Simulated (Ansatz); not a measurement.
# Co: what the fields show

```
Co
1.0
     3.11057   -3.11057    0.00000
     3.11057    3.11057    0.00000
     0.00000    0.00000    6.56267
Co
12
Cartesian
  1.5553 1.5553 1.6407
  1.5553 -1.5553 4.9220
  0.0000 0.0000 0.0000
  3.1106 0.0000 3.2813
  2.3329 -0.7776 0.8203
  2.3329 2.3329 4.1017
  2.3329 -2.3329 2.4610
  2.3329 0.7776 5.7423
  0.7776 -0.7776 2.4610
  3.8882 -0.7776 5.7423
  3.8882 0.7776 0.8203
  0.7776 0.7776 4.1017
```

Space group I4₁/amd; a point of a scan over the structure, not its minimum; a structure from a database of computed crystals, not necessarily the ambient phase; computed pressure about 20 GPa in this cell; the SCF solution may not be the lowest one; PAW files of the earlier set (soft_1); spin-polarised.

Level of theory: DFT PBE, scalar-relativistic, plane waves, PAW in Ansatz 0.2.0.

In a PAW calculation such maps are meaningful between the atoms, not at the nuclei.

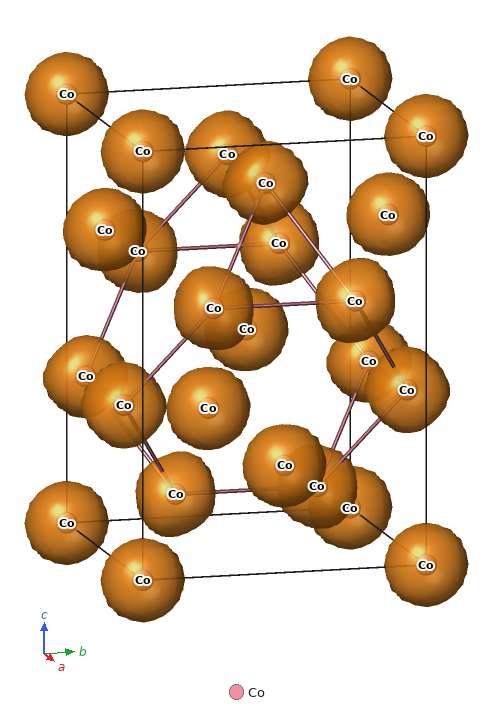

Figure 1. Isosurface of the spin density (up minus down) at +0.4 e/Å³ (orange), seen slightly off an axis. Sticks mark near contacts.

> Where is the spin, and how is it ordered?

The spin density sits on Co: +1.7 μB (×12) in one cell of 12 atoms: parallel main moments (a ferromagnetic arrangement) in this solution. The cell of the calculation (6 atoms) carries 10.0 μB of net spin moment.

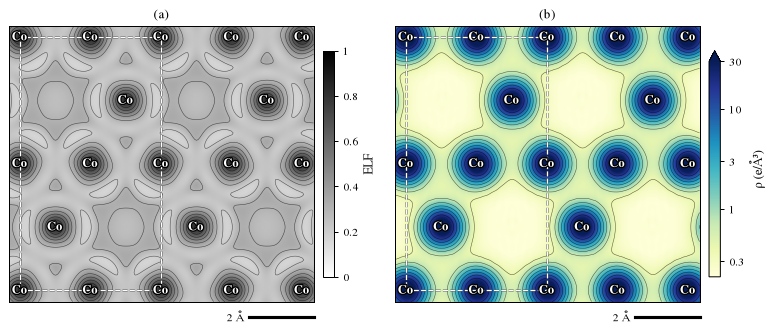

Figure 2. (a) ELF; (b) valence pseudo-density on the (011̄) plane of the conventional cell.

> Interpret the plot.

Atoms in the plane: Co. Co–Co (2.20 Å): ρ at the midpoint is about 0.56 e/Å³; the ELF is about 0.25 at the midpoint (no localised pair shows between them). Co–Co (2.26 Å): ρ is about 0.51 e/Å³ halfway; the ELF is about 0.25 at the midpoint; no localised pair shows between them. Between the atoms the lowest density in this plane is 0.21 e/Å³. The features right at Co lie inside the PAW spheres, where the map follows smoothed inner orbitals and isn't to be read closely.
